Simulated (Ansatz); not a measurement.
**Hf2S: density, localisation and related maps**

Input

```
crystal:
  lattice:
    - [3.3742737662, 0.0, 0.0]
    - [-1.6871368831, 2.9222068008, 0.0]
    - [0.0, 0.0, 11.71740703]
  atoms:
    - { symbol: Hf, position: [0.341333, 0.659756, 0.100358] }
    - { symbol: Hf, position: [0.669353, 0.342971, 0.602207] }
    - { symbol: Hf, position: [0.326408, 0.669037, 0.394618] }
    - { symbol: Hf, position: [0.653475, 0.33976, 0.902422] }
    - { symbol: S, position: [-0.016432, -0.003838, 0.248226] }
    - { symbol: S, position: [-0.00652, -0.017496, 0.751788] }
hamiltonian:
  xc: pbesol
  pseudopotentials: { kind: paw }
kpoints:
  mp_grid: { grid: [9, 9, 3] }
scf:
  occupations: { method: fermi_dirac, width: 0.05 }
output:
  forces: true
  stress: true
  eigenvalues: true
  write_density: true
  write_potential: true
  elf: true
  volumetric_format: npy
```

Run with:

```sh
ansatz run input.yaml --threads 2 --pin off --max-ram 5632MiB --backend cpu --events-out ev --progress --plain --runs-dir out
```

Below, planes, directions and counts refer to the conventional cell (a = 3.37 Å, b = 3.37 Å, c = 11.72 Å, α = 90.00°, β = 90.00°, γ = 120.00°).

Space group P1; a structure from a database of computed crystals, not necessarily the ambient phase; changed on purpose from its base cell (atoms moved at random by about 0.05 A); not relaxed (largest force 0.7 eV/Å); computed pressure about −3 GPa in this cell.

Method: Kohn-Sham DFT of a periodic cell, PBEsol, Ansatz PAW in Ansatz.

Core electrons are frozen (PAW), and the valence fields are smoothed inside the atomic spheres.

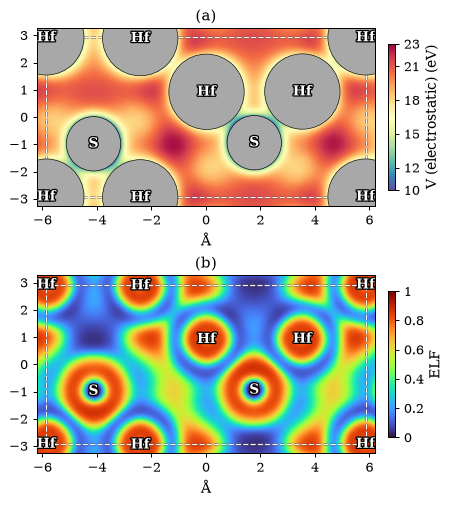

Figure 1. (a) electrostatic potential (local pseudopotential plus Hartree) felt by an electron; (b) ELF on the (110) plane of the conventional cell. Grey discs cover the atomic cores in the potential map.

Interpret the plot.

Answer.
- The section cuts through Hf and S sites.
- Hf–S (2.56 Å): the ELF peaks at about 0.85 in the valence shell of S, 0.8 Å from its nucleus, and is about 0.30 at the midpoint: no shared electron pair shows on this line.
- Hf–S (2.60 Å): the ELF peaks at about 0.85 in the valence shell of S, 0.8 Å from its nucleus, and is about 0.30 at the midpoint (no localised pair shows between them).
- Hf–Hf (3.06 Å): the ELF is about 0.25 at the midpoint: no shared electron pair shows on this line.
- The ELF has a maximum of about 0.85 in the space between the atoms, 2.0 Å from four Hf atoms, on no atom or two-centre bond.
- The features right at Hf lie inside the PAW spheres, where the map follows smoothed inner orbitals and isn't to be read closely.
- Outside the cores the potential energy rises away from the atoms and is highest about 2.2 Å from the nearest atoms; its zero is arbitrary.

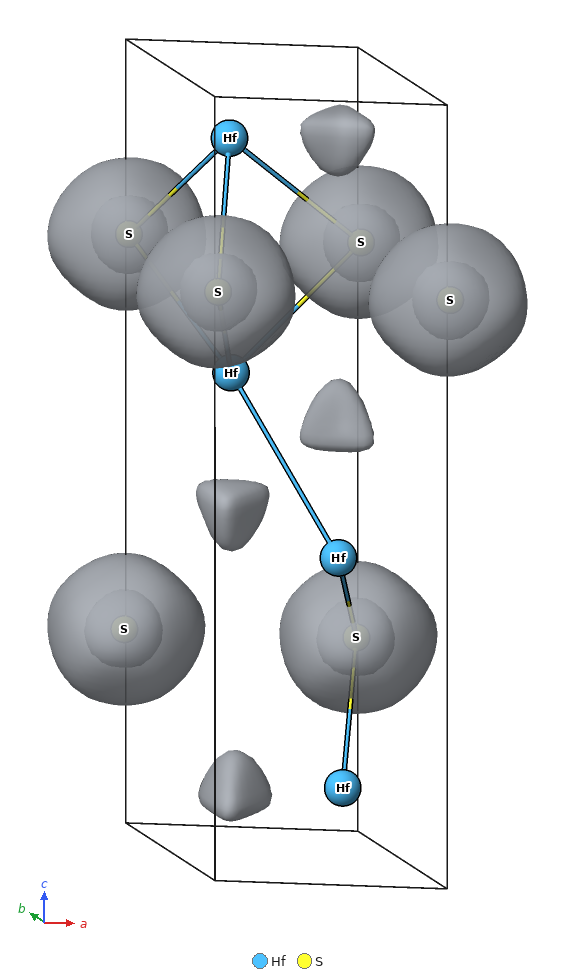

Figure 2. Isosurface of the ELF at 0.7 (grey), seen at an oblique angle. Core shells and regions of very low density are left out. Sticks mark near contacts.

Where are the electrons localised?

Answer. At this value the surface marks out two regions wrapped around S (the valence shell of each) and four pockets between the atoms, centred on no nucleus (multi-centre or interstitial), counted in one cell of 6 atoms. Any copies at cell faces, edges or corners count once. Profiles from the grid: Hf–S (2.55 Å): the ELF peaks at about 0.85 in the valence shell of S, 0.8 Å from its nucleus, and is about 0.30 at the midpoint (no shared electron pair shows on this line). Hf–Hf (2.97 Å): the ELF is about 0.20 at the midpoint (no shared electron pair shows on this line).

Does the calculation give a band gap?

Answer. It is metallic or semimetallic at this level of theory: no gap opens.
